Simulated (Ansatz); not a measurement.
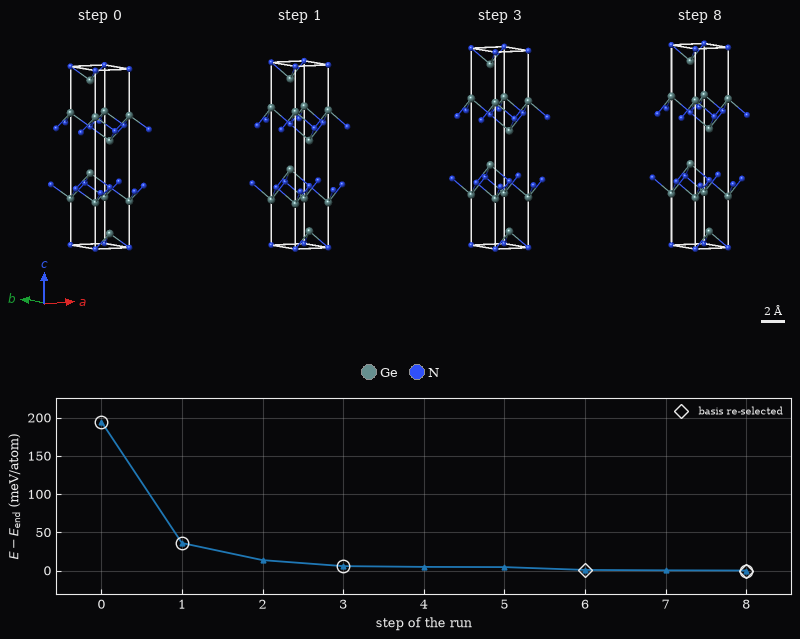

Frames of a relaxation of a crystal of Ge2N (a generated structure, set up in R-3m) (coarse preliminary run), marked on the history of the run. The picture is a ball-and-stick view of the conventional cell (3 times the calculation's cell), seen from a free direction. Lengths and directions refer to the drawn axes.

Method: Ansatz 0.2.0, DFT PBE, scalar-relativistic, plane waves, PAW. Settings: plane-wave cutoff 420 eV; k-point mesh 6 × 6 × 6; occupations gaussian; smearing width 0.1 eV; no spin polarisation; cell and atoms relaxed; force threshold 0.04 eV/Å; at most 70 steps.

> What happens along the run?

The largest moves relative to the cell, 0.058 Å, are those of Ge atoms. N stays in place. The volume changes by +4.1 %, with a = b 3.117 → 3.004 Å (−3.6 %), c 16.046 → 17.992 Å (+12.1 %). Among the contacts that change: Ge–N 2.151 → 2.216 Å. Among the angles between lasting bonds that change: Ge–N–Ge 87.2° → 94.7°, N–Ge–N 92.8° → 85.3°, Ge–N–Ge 92.8° → 85.3°. The space group stays R-3m (No. 166). The energy falls by 195 meV per atom in 6 accepted moves (8 points after the start). The largest force component goes from 2.8 to 0.0025 eV/Å. The pressure goes from 11.82 to 0.13 GPa. The SCF was repeated twice at an unchanged geometry on a basis and grid sized afresh for the cell, which shifted the energy by 3.7 meV per atom at most. Cost: 45 s on 1 thread of Intel(R) Xeon(R) Processor @ 2.50GHz (Skylake/Cascade Lake), with other jobs on the host, peak memory 0.37 GiB. From step 0 to 1: Ge atoms move most (0.20 Å), volume −3.9 %, energy −159 meV per atom. From step 1 to 3: Ge atoms move most (0.14 Å), volume +8.3 %, energy −30.2 meV per atom. From step 3 to 8: Ge atoms move most (0.02 Å), energy −5.7 meV per atom.

```json
{"step": "0", "E − E(0), meV/atom": "0.00", "largest force component, eV/Å": "2.8477", "pressure, GPa": "11.82", "volume, Å³/atom": "14.999", "note": ""}
{"step": "1", "E − E(0), meV/atom": "-158.89", "largest force component, eV/Å": "0.7439", "pressure, GPa": "0.20", "volume, Å³/atom": "14.418", "note": ""}
{"step": "2", "E − E(0), meV/atom": "-181.27", "largest force component, eV/Å": "0.0728", "pressure, GPa": "-0.10", "volume, Å³/atom": "15.082", "note": ""}
{"step": "3", "E − E(0), meV/atom": "-189.13", "largest force component, eV/Å": "0.0589", "pressure, GPa": "-1.15", "volume, Å³/atom": "15.610", "note": ""}
{"step": "4", "E − E(0), meV/atom": "-190.13", "largest force component, eV/Å": "0.0030", "pressure, GPa": "-0.45", "volume, Å³/atom": "15.557", "note": ""}
{"step": "5", "E − E(0), meV/atom": "-190.41", "largest force component, eV/Å": "0.0096", "pressure, GPa": "-0.04", "volume, Å³/atom": "15.460", "note": ""}
{"step": "6", "E − E(0), meV/atom": "-194.11", "largest force component, eV/Å": "0.0147", "pressure, GPa": "0.28", "volume, Å³/atom": "15.460", "note": "same geometry, new basis"}
{"step": "7", "E − E(0), meV/atom": "-194.62", "largest force component, eV/Å": "0.0022", "pressure, GPa": "0.14", "volume, Å³/atom": "15.618", "note": ""}
{"step": "8", "E − E(0), meV/atom": "-194.86", "largest force component, eV/Å": "0.0025", "pressure, GPa": "0.13", "volume, Å³/atom": "15.618", "note": "same geometry, new basis"}
```
